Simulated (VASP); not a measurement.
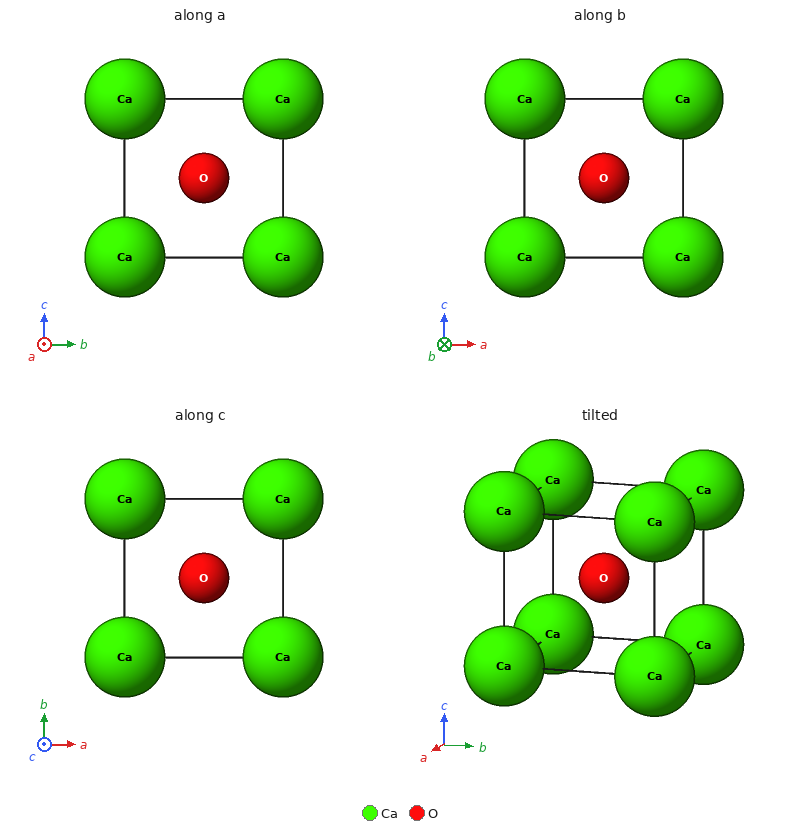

Drawn in the spheres-only manner and seen along the a axis, along the b axis, along the c axis and slightly off an axis. One conventional unit cell is framed, with atoms on its boundary repeated.

Lattice parameters: a = 2.910 Å, b = 2.910 Å, c = 2.910 Å, α = 90.00°, β = 90.00°, γ = 90.00°.

> Put the structure into a table of Wyckoff sites.

Space group Pm-3m (No. 221).
```
atom  site       x       y       z
  Ca    1a  0.0000  0.0000  0.0000
   O    1b  0.5000  0.5000  0.5000
```

It goes back to a structure type filled with these elements by a generator (whether the compound takes this form wasn't checked). The structure drawn was relaxed with DFT, r2SCAN, plane waves, PAW (VASP).
